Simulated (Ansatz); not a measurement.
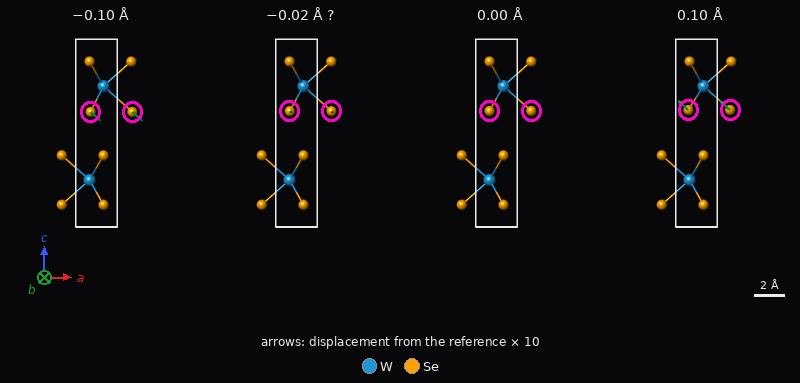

Energy scan for solid WSe2 (P6_3/mmc), in which a Se atom (one in each cell of 6 atoms) is moved towards the nearest copy of atom 2 (W) at 2.534 Å, all else fixed. Style: ball-and-stick. Shown: the cell of the calculation, along the b axis. The ringed atoms are those of the scanned coordinate. Green arrows: displacements from the reference.

These are results of DFT PBE+D3(BJ), scalar-relativistic, plane waves, PAW in Ansatz 0.2.0, not measurements. (plane-wave cutoff 420 eV; k-point mesh 12 × 12 × 2; occupations gaussian; smearing width 0.05 eV; no spin polarisation). Energies (free energies at the smearing named) are counted from the relaxed crystal.

```tsv
displacement (Å)	energy change (meV/cell)
−0.10	54.9
−0.06	20.6
−0.02	?
0.00	0.0
0.04	10.1
0.08	42.5
0.10	67.9
```

**Fill in the missing row.**

A straight line between the two neighbours gives 6.9 meV/cell. A cubic through the four nearest rows (−0.10, −0.06, 0.00, 0.04) gives, with Lagrange weights, (−0.0857)(54.9) + (0.4000)(20.6) + (0.8000)(0.0) + (−0.1143)(10.1) = 2.4 meV/cell. The calculation gives 2.4 meV/cell, so the cubic is right to the digits shown and the straight line 4.5 meV/cell too high, as the curve bends upwards here.

The whole profile:

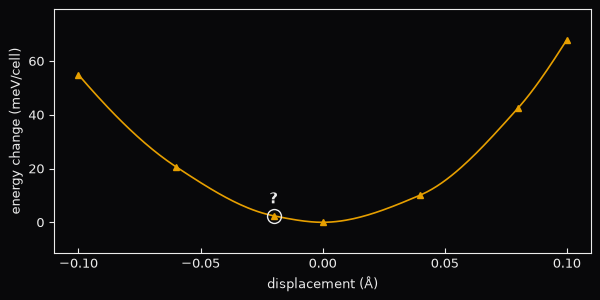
